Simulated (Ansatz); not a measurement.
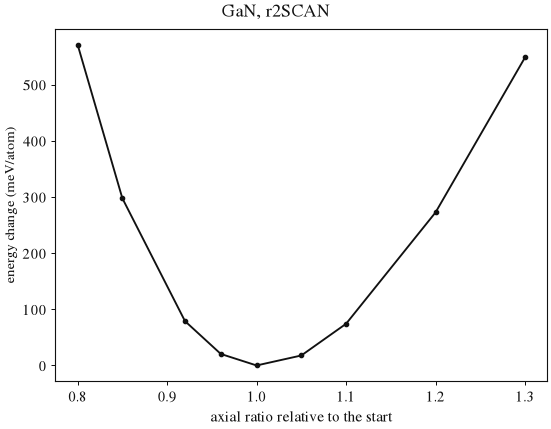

The picture above shows the energy change against relative axial ratio for GaN, space group P6_3mc (No. 186).

Structure:
```xyz
4
Lattice="3.1800 0.0000 0.0000 -1.5900 2.7540 0.0000 0.0000 0.0000 5.1660" Properties=species:S:1:pos:R:3 pbc="T T T"
Ga    0.0000    1.8360    0.0000
Ga    1.5900    0.9180    2.5830
N     0.0000    1.8360    1.9373
N     1.5900    0.9180    4.5203
```

Method: deformation of a crystal at fixed volume, lengths along the axis scaled against those across it, fractional coordinates fixed, by plane-wave density functional theory with PAW datasets, free energies less that of the undisturbed cell, pressure positive in compression; scalar-relativistic (Ansatz 0.2.0). Level: r2SCAN, no spin polarisation.

| setting | value |
| --- | --- |
| wave cutoff | 500 eV |
| k mesh | 12×12×6 |
| occupations | Gaussian |
| smearing width | 0.05 eV |
| k shift | (0, 0, 0) (mesh steps) |
| start | as given |
| path | axial |
| axis direction | (0, 0, 1) (Cartesian unit vector) |

From this curve and the settings, what does the calculation give for the pressure and gap on the k mesh at the same points?

The pressure goes from 18.7 GPa at relative axial ratio 0.80 to 17.3 GPa at 1.30, not monotonically, with a low of 1.1 GPa at 1.00. The gap on the k mesh is zero at relative axial ratio 1.30 and open elsewhere, at most 2.398 eV at 0.96.

```json
{"axial ratio relative to the start": "0.80", "pressure (GPa)": "18.7", "gap on the k mesh (eV)": "2.291"}
{"axial ratio relative to the start": "0.85", "pressure (GPa)": "10.4", "gap on the k mesh (eV)": "2.266"}
{"axial ratio relative to the start": "0.92", "pressure (GPa)": "3.6", "gap on the k mesh (eV)": "2.338"}
{"axial ratio relative to the start": "0.96", "pressure (GPa)": "1.8", "gap on the k mesh (eV)": "2.398"}
{"axial ratio relative to the start": "1.00", "pressure (GPa)": "1.1", "gap on the k mesh (eV)": "2.383"}
{"axial ratio relative to the start": "1.05", "pressure (GPa)": "1.5", "gap on the k mesh (eV)": "2.195"}
{"axial ratio relative to the start": "1.10", "pressure (GPa)": "3.2", "gap on the k mesh (eV)": "1.887"}
{"axial ratio relative to the start": "1.20", "pressure (GPa)": "9.1", "gap on the k mesh (eV)": "0.973"}
{"axial ratio relative to the start": "1.30", "pressure (GPa)": "17.3", "gap on the k mesh (eV)": "0.000"}
```

Caveats: gap closes along the scan on a mesh chosen for the insulator; reference crystal is not relaxed; shape and atomic fractions are frozen while scaling, which makes layered, chain and framework solids too stiff.
